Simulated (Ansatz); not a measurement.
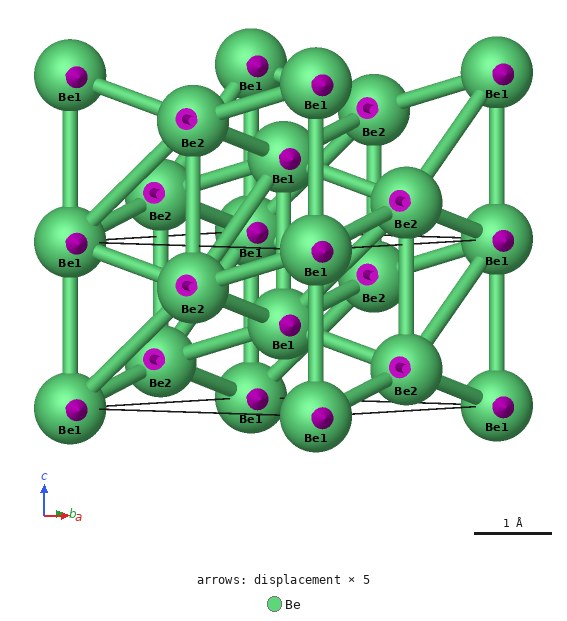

This is a relaxation of solid Be (a generated structure, set up in I4_1/amd). The starting structure is drawn; purple arrows show the displacements (the part carried along by the change of the cell is left out), 5 times their true length.

A ball-and-stick model of the conventional cell (2 times the calculation's cell), repeated 1 × 1 × 2 with one cell outlined, seen from a free direction. Lengths and directions refer to the drawn axes.

Phase: beta-Sn type.

Method: Ansatz 0.2.0, DFT, r2SCAN, plane waves (500 eV) with PAW, scalar-relativistic.

Input file:
```yaml
crystal:
  lattice:
    - [-1.9832467563, 1.9832467563, 1.0828527289]
    - [1.9832467563, -1.9832467563, 1.0828527289]
    - [1.9832467563, 1.9832467563, -1.0828527289]
  atoms:
    - { symbol: Be, position: [0.0, 0.0, 0.0] }
    - { symbol: Be, position: [0.75, 0.25, 0.5] }
hamiltonian:
  xc: r2scan
  pseudopotentials:
    kind: paw
    azcp:
      Be: "pseudopotentials/Be.paw.azcp"
basis:
  ecutwfc: 500
  fft_grid_basis: typed
kpoints:
  mp_grid: { grid: [16, 16, 11], shift: [0, 0, 0] }
magnetization:
  spin_polarized: false
scf:
  occupations: { method: fermi_dirac, width: 0.1 }
relax:
  max_steps: 60
  f_tol: 0.01
  cell: {}
output:
  write_density: true
  write_potential: true
  elf: true
  volumetric_format: npy
```

Command:
```bash
ansatz run input.yaml --threads 1 --pin off --max-ram 3584MiB --backend cpu --events-out ev --progress --plain --runs-dir out
```

> Describe the change and its energy.

The largest moves relative to the cell, 0.16 Å, are those of Be1 and Be2. Be2 goes along [−1 1 0]. The volume changes by −7.2 %, with a = b 3.966 → 4.221 Å (+6.4 %), c 2.166 → 2.264 Å (+4.5 %), α 90.0° → 105.5°, β 90.0° → 105.5°, γ 90.0° → 55.4°. Some distances before and after: Be1–Be1 3.007 → 2.264 Å, Be1–Be2 2.564 → 2.210 Å, Be1–Be2 (another image) 2.056 → 2.209 Å, Be1–Be1 (another image) 2.166 → 2.264 Å. Among the angles between lasting bonds that change: Be2–Be1–Be2 94.0° → 145.5°, Be2–Be1–Be2 94.0° → 61.7°, Be1–Be1–Be2 105.3° → 120.8°. The space group (tolerance 0.01 Å) goes from I4_1/amd (No. 141) to P6_3/mmc (No. 194). Over 14 accepted moves (16 points after the start) the energy falls by 809 meV per atom. The largest force component goes from 0.004 to 0.00026 eV/Å. The pressure goes from 7.97 to 0.02 GPa. At 2 points the geometry stayed and the basis and grid were re-selected for the new cell (energy shift of 1.7 meV per atom at most each time).
